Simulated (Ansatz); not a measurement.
Si$_{3}$C$_{4}$

```
CELL_PARAMETERS angstrom
3.00417 0.00000 0.00000
-1.50209 2.60169 0.00000
0.00000 0.00000 8.89321
ATOMIC_POSITIONS crystal
Si 0.00000 0.00000 0.50000
Si 0.66667 0.33333 0.17271
Si 0.33333 0.66667 0.82729
C 0.00000 0.00000 0.08587
C 0.33333 0.66667 0.62166
C 0.00000 0.00000 0.91413
C 0.66667 0.33333 0.37834
```

Space group P-3m1; a generated structure, not necessarily the stable one.

Level of theory: Ansatz, DFT PBE, scalar-relativistic, plane waves, PAW.

Core electrons are frozen (PAW), and the valence fields are smoothed inside the atomic spheres.

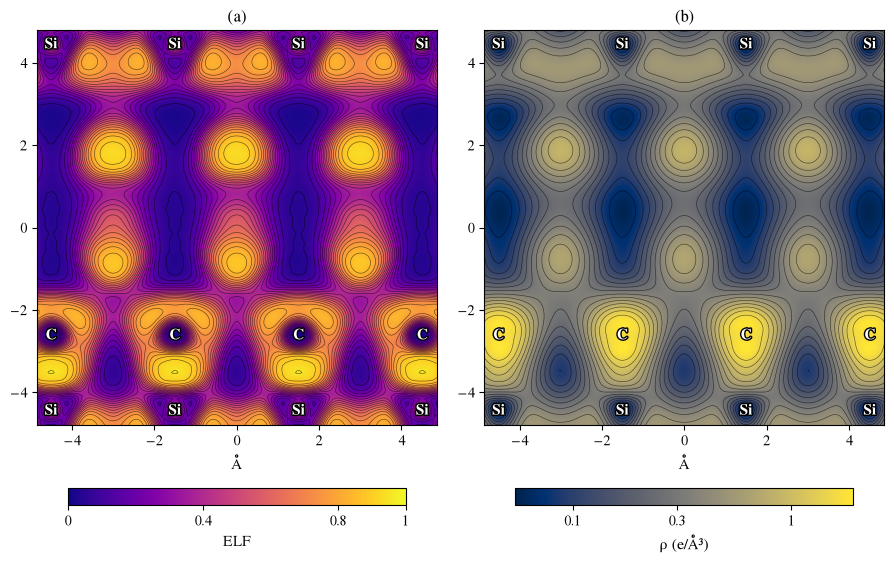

Figure 1. (a) ELF; (b) valence electron density on the (100) plane of the conventional cell.

What do the fields say about this system?

Answer.
- The section cuts through Si and C sites.
- Atoms just off the plane (Si, 0.9 Å away and C, 0.9 Å away) can leave unmarked features too.
- Si–C (1.83 Å): the density is about 1 e/Å³ at the midpoint; the ELF peaks at about 0.95 between the atoms.
- Between the atoms the lowest density in this plane is 0.06 e/Å³.

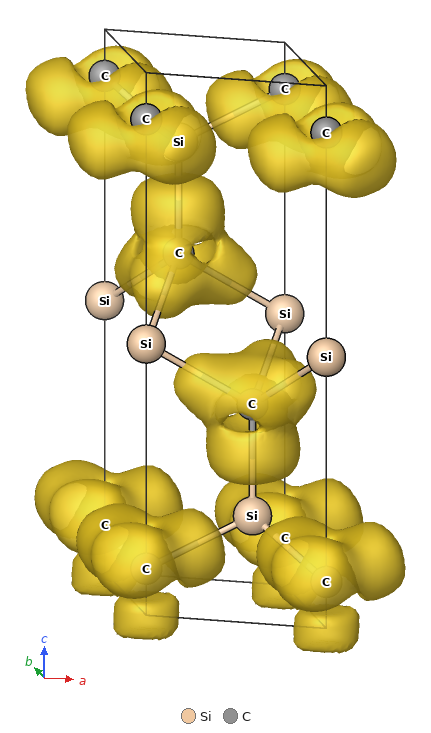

Figure 2. Isosurface of the ELF at 0.7 (yellow), seen slightly off an axis. Core shells and regions of very low density are left out. Sticks mark near contacts.

Where are the electrons localised?

Answer. The ELF exceeds this value in one region between bonded C–C atoms and four regions on C in which the atom's valence shell and bonds are merged, counted in one cell of 7 atoms. Regions shared between cells count once. Profiles from the grid: C–C (1.53 Å): the ELF peaks at about 0.90 between the atoms.

Metal or insulator at this level of theory?

Answer. It is gapless in this calculation (a metal or semimetal).
